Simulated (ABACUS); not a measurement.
Band-structure run, with input and output: Pd (part 2 of 3)

Continued. System: Pd (Fm-3m, 1 atom in the cell). Method: Kohn-Sham DFT of a periodic cell, r2SCAN, SG15 ONCV 1.2 PBE, no spin polarisation (ABACUS 3.10.1); cutoff 1360.57 eV, 9×9×9 k-mesh, fermi-dirac of 0.05 eV. The structure derives from an entry of the Crystallography Open Database.

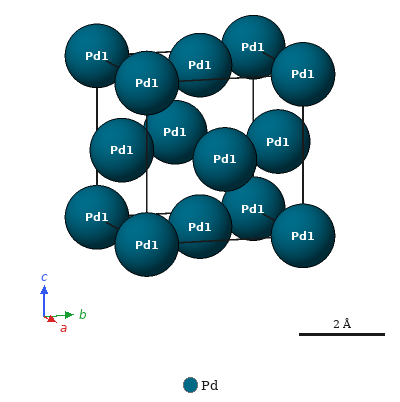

Figure 1. The structure as given in the input (spheres-only view of the cell 4 times as large as that of the calculation, set on its symmetry axes, seen slightly off an axis; atoms are numbered from 1 in the order of the input).

## The program's output, continued
```
 STATE ENERGY(eV) AND OCCUPATIONS    NSPIN == 1
 1/35 kpoint (Cartesian) = 0.0000 0.0000 0.0000 (414 pws)
       1       -66.5862     0.00274348
       2       -31.0843     0.00274348
       3       -31.0843     0.00274348
       4       -31.0843     0.00274348
       5        12.9002     0.00274348
       6        17.2523     0.00274348
       7        17.2523     0.00274348
       8        17.2523     0.00274348
       9        18.8935     0.00274348
      10        18.8935     0.00274348
      11        39.1615        0.00000
      12        45.1664        0.00000
      13        45.1664        0.00000
      14        45.1664        0.00000
      15        55.0705        0.00000
      16        55.0705        0.00000
      17        55.0705        0.00000
      18        64.8106        0.00000
      19        64.8106        0.00000

 2/35 kpoint (Cartesian) = 0.028541 0.028541 0.028541 (417 pws)
       1       -66.5796      0.0219479
       2       -31.1354      0.0219479
       3       -31.0915      0.0219479
       4       -31.0915      0.0219479
       5        13.3781      0.0219479
       6        17.1119      0.0219479
       7        17.3995      0.0219479
       8        17.3995      0.0219479
       9        18.8313      0.0219479
      10        18.8313      0.0219479
      11        39.6122        0.00000
      12        43.4614        0.00000
      13        45.8930        0.00000
      14        45.8930        0.00000
      15        53.9968        0.00000
      16        53.9968        0.00000
      17        54.0174        0.00000
      18        63.4837        0.00000
      19        63.4837        0.00000

 3/35 kpoint (Cartesian) = 0.057083 0.057083 0.057083 (412 pws)
       1       -66.5629      0.0219479
       2       -31.2639      0.0219479
       3       -31.1099      0.0219479
       4       -31.1099      0.0219479
       5        14.5152      0.0219479
       6        17.1755      0.0219479
       7        17.5626      0.0219479
       8        17.5626      0.0219479
       9        18.9434      0.0219479
      10        18.9434      0.0219479
      11        38.8820        0.00000
      12        41.1132        0.00000
      13        47.7200        0.00000
      14        47.7200        0.00000
      15        51.0319        0.00000
      16        51.0319        0.00000
      17        53.9393        0.00000
      18        62.6234        0.00000
      19        62.6234        0.00000

 4/35 kpoint (Cartesian) = 0.085624 0.085624 0.085624 (406 pws)
       1       -66.5439      0.0219479
       2       -31.4080      0.0219479
       3       -31.1308      0.0219479
       4       -31.1308      0.0219479
       5        14.9346      0.0219479
       6        17.3955      0.0219479
       7        17.3955      0.0219479
       8        19.4117      0.0219479
       9        19.5403      0.0219478
      10        19.5403      0.0219478
      11        35.5107        0.00000
      12        39.9805        0.00000
      13        47.1437        0.00000
      14        47.1437        0.00000
      15        50.4580        0.00000
      16        50.4580        0.00000
      17        58.3021        0.00000
      18        63.2570        0.00000
      19        63.2570        0.00000

 5/35 kpoint (Cartesian) = 0.11417 0.11417 0.11417 (409 pws)
       1       -66.5317      0.0219479
       2       -31.5007      0.0219479
       3       -31.1444      0.0219479
       4       -31.1444      0.0219479
       5        14.7607      0.0219479
       6        17.2084      0.0219479
       7        17.2084      0.0219479
       8        20.0883      0.0199772
       9        20.0883      0.0199772
      10        24.8536    9.04891e-43
      11        31.5594        0.00000
      12        39.0316        0.00000
      13        45.0890        0.00000
      14        45.0890        0.00000
      15        51.8755        0.00000
      16        51.8755        0.00000
      17        60.4962        0.00000
      18        64.3652        0.00000
      19        64.3652        0.00000

 6/35 kpoint (Cartesian) = 0.0000 0.0000 0.057083 (418 pws)
       1       -66.5774      0.0164609
       2       -31.1338      0.0164609
       3       -31.1032      0.0164609
       4       -31.1032      0.0164609
       5        13.5395      0.0164609
       6        16.9271      0.0164609
       7        17.5338      0.0164609
       8        17.5338      0.0164609
       9        18.5654      0.0164609
      10        19.0248      0.0164609
      11        39.8745        0.00000
      12        44.2881        0.00000
      13        45.0698        0.00000
      14        45.0698        0.00000
      15        53.3683        0.00000
      16        53.3683        0.00000
      17        55.8792        0.00000
      18        61.1737        0.00000
      19        65.1613        0.00000

[... levels at 29 further k points ...]

 correction force for each atom along direction 1 is 3.40986e-14
 correction force for each atom along direction 2 is 2.79700e-13
 correction force for each atom along direction 3 is 1.81663e-13
------------------------------------------------------------------------------------------
 TOTAL-FORCE (eV/Angstrom)
------------------------------------------------------------------------------------------
                       Pd1         0.0000000000         0.0000000000         0.0000000000
------------------------------------------------------------------------------------------

----------------------------------------------------------------
 TOTAL-STRESS (KBAR)
----------------------------------------------------------------
       -87.5466033299        -0.0000000000         0.0000000000
        -0.0000000000       -87.5466033299        -0.0000000000
         0.0000000000        -0.0000000000       -87.5466033299
----------------------------------------------------------------
 TOTAL-PRESSURE: -87.546603 KBAR

 --------------------------------------------
 !FINAL_ETOT_IS -3446.8968847483220088 eV
 --------------------------------------------
```

## Standard output
```
ABACUS v3.10.1

               Atomic-orbital Based Ab-initio Computation at UStc

 dft_functional readin is: MGGA_X_R2SCAN+MGGA_C_R2SCAN
 dft_functional in pseudopot file is: PBE
 Please make sure this is what you need

%%%%%%%%%%%%%%%%%%%%%%%%%%%%%%%%%%%%%%%%%%%%%%%%%%%%%%%%%%%%%%%%%%%%%%%%%%%%%%%%%%%%%%%%%%%%%%%%%%%%%%%%%
 Warning: the number of valence electrons in pseudopotential > 10 for Pd: [Kr] 4d10
 Pseudopotentials with additional electrons can yield (more) accurate outcomes, but may be less efficient.
 If you're confident that your chosen pseudopotential is appropriate, you can safely ignore this warning.
%%%%%%%%%%%%%%%%%%%%%%%%%%%%%%%%%%%%%%%%%%%%%%%%%%%%%%%%%%%%%%%%%%%%%%%%%%%%%%%%%%%%%%%%%%%%%%%%%%%%%%%%%

 UNIFORM GRID DIM        : 36 * 36 * 36
 UNIFORM GRID DIM(BIG)   : 12 * 12 * 12
func,idMGGA_X_R2SCAN 497
func,idMGGA_C_R2SCAN 498
 ---------------------------------------------------------
 Self-consistent calculations for electrons
 ---------------------------------------------------------
 SPIN    KPOINTS         PROCESSORS  THREADS     NBASE
 1       35              4           4           25
 ---------------------------------------------------------
 Use Systematically Improvable Atomic bases
 ---------------------------------------------------------
 ELEMENT ORBITALS        NBASE       NATOM       XC
 Pd      2s2p2d1f-7au    25          1
 ---------------------------------------------------------
 Initial plane wave basis and FFT box
 ---------------------------------------------------------
 -------------------------------------------
 SELF-CONSISTENT :
 -------------------------------------------
 START CHARGE      : atomic
 ITER       ETOT/eV          EDIFF/eV         DRHO         DKIN     TIME/s
 GE1     -3.44655296e+03   0.00000000e+00   3.5407e-02   5.1374e-01   1.18
 GE2     -3.44684309e+03  -2.90139544e-01   1.1856e-02   1.8620e-01   1.15
 GE3     -3.44689470e+03  -5.16028010e-02   7.2656e-03   3.2982e-02   1.15
 GE4     -3.44689675e+03  -2.05064867e-03   7.2125e-04   1.6821e-03   1.14
 GE5     -3.44689687e+03  -1.22109374e-04   3.8299e-04   1.2010e-03   1.15
 GE6     -3.44689688e+03  -1.44761170e-05   1.7982e-05   5.1154e-05   1.14
 GE7     -3.44689688e+03  -6.84454035e-11   8.9416e-06   2.7119e-05   1.12
 GE8     -3.44689688e+03  -6.55335737e-09   1.5032e-07   1.2236e-06   1.13
 GE9     -3.44689688e+03   8.53827407e-10   2.3565e-07   6.7529e-07   1.13
 GE10    -3.44689688e+03   1.84454562e-10   3.1296e-08   3.3519e-07   1.13
----------------------------------------------------------------
 TOTAL-STRESS (KBAR)
----------------------------------------------------------------
       -87.5466033299        -0.0000000000         0.0000000000
        -0.0000000000       -87.5466033299        -0.0000000000
         0.0000000000        -0.0000000000       -87.5466033299
----------------------------------------------------------------
 TOTAL-PRESSURE: -87.546603 KBAR
```

## File mulliken.txt
```
 0
CALCULATE THE MULLIkEN ANALYSIS FOR EACH ATOM
 Total charge:	18
Decomposed Mulliken populations
0                             Zeta of Pd              Spin 1
s                                      0              2.0025
s                                      1              0.6344
SUM OVER M+Zeta                                       2.6369

pz                                     0              1.9987
px                                     0              1.9986
py                                     0              1.9995
SUM OVER M                                            5.9968
pz                                     1              0.0506
px                                     1              0.0294
py                                     1              0.0353
SUM OVER M                                            0.1153
SUM OVER M+Zeta                                       6.1121

dz^2                                   0              1.8872
dxz                                    0              1.6641
dyz                                    0              1.7447
dx^2-y^2                               0              1.8877
dxy                                    0              1.8869
SUM OVER M                                            9.0706
dz^2                                   1              0.0383
dxz                                    1              0.0043
dyz                                    1              0.0306
dx^2-y^2                               1              0.0089
dxy                                    1              0.0264
SUM OVER M                                            0.1085
SUM OVER M+Zeta                                       9.1791

fz^3                                   0              0.0134
fxz^2                                  0              0.0099
fyz^2                                  0              0.0084
fzx^2-zy^2                             0              0.0060
fxyz                                   0              0.0123
fx^3-3*xy^2                            0              0.0097
f3yx^2-y^3                             0              0.0123
SUM OVER M                                            0.0720
SUM OVER M+Zeta                                       0.0720

SUM OVER M+Zeta+L                                    18.0000

Total Charge on atom:                 Pd             18.0000
```

The run was set up as follows.

## Input
```python
"""ABACUS run from a structure file: ASE reads it, the script writes STRU, KPT and INPUT."""
import re
import subprocess
import spglib
from ase import Atoms
from ase.io import read
from ase.units import Bohr

atoms = read("Pd.cif")
cell, frac, numbers = spglib.standardize_cell((atoms.cell[:], atoms.get_scaled_positions(), atoms.numbers), to_primitive=True, symprec=1e-4)
atoms = Atoms(numbers=numbers, cell=cell, scaled_positions=frac, pbc=True)  # the primitive cell
atoms = atoms[(-atoms.numbers).argsort(kind="stable")]  # ABACUS lists atoms element by element
pseudo = {'Pd': 'Pd_ONCV_PBE-1.2.upf'}
orbital = {'Pd': 'Pd_confined-atom_7au_2s2p2d1f.orb'}
magmoms = None
kmesh = [9, 9, 9]
params = {
    'suffix': 'Pd',
    'calculation': 'scf',
    'basis_type': 'lcao',
    'pseudo_dir': './',
    'orbital_dir': './',
    'symmetry': 1,
    'dft_functional': 'MGGA_X_R2SCAN+MGGA_C_R2SCAN',
    'ecutwfc': 100,
    'pseudo_rcut': 10,
    'nspin': 1,
    'nbands': 19,
    'ks_solver': 'genelpa',
    'smearing_method': 'fd',
    'smearing_sigma': 0.00367493,
    'scf_thr': 1e-07,
    'scf_nmax': 100,
    'mixing_type': 'broyden',
    'mixing_beta': 0.7,
    'cal_force': 1,
    'cal_stress': 1,
    'mixing_tau': 1,
    'out_mul': 1,
    'out_chg': 1,
    'out_pot': 2,
    'out_elf': 1,
}

symbols = atoms.get_chemical_symbols()
elements = list(dict.fromkeys(symbols))
lines = ["ATOMIC_SPECIES"] + [f"{e} {atoms.get_masses()[symbols.index(e)]:.4f} {pseudo[e]}" for e in elements]
if orbital:
    lines += ["", "NUMERICAL_ORBITAL"] + [orbital[e] for e in elements]
lines += ["", "LATTICE_CONSTANT", f"{1 / Bohr:.10f}", "", "LATTICE_VECTORS"]
lines += [" ".join(f"{x:.10f}" for x in v) for v in atoms.cell]
lines += ["", "ATOMIC_POSITIONS", "Direct"]
for e in elements:
    lines += ["", e, "0.0", str(symbols.count(e))]
    for i, p in enumerate(atoms.get_scaled_positions(wrap=False)):
        if symbols[i] == e:
            mag = "" if magmoms is None else " mag " + " ".join(str(x) for x in (magmoms[i] if isinstance(magmoms[i], list) else [magmoms[i]]))
            lines.append(" ".join(f"{x:.10f}" for x in p) + " 1 1 1" + mag)
open("STRU", "w").write("\n".join(lines) + "\n")
open("KPT", "w").write("K_POINTS\n0\nGamma\n%d %d %d 0 0 0\n" % tuple(kmesh))
open("INPUT", "w").write("INPUT_PARAMETERS\n" + "".join(f"{k:<20s}{v}\n" for k, v in params.items()))

done = subprocess.run(['mpirun', '-np', '4', 'abacus'])
if done.returncode:
    raise SystemExit(done.returncode)
log = open("OUT.Pd/running_scf.log").read()
print("final energy (eV):", re.findall(r"FINAL_ETOT_IS (\S+)", log))
```
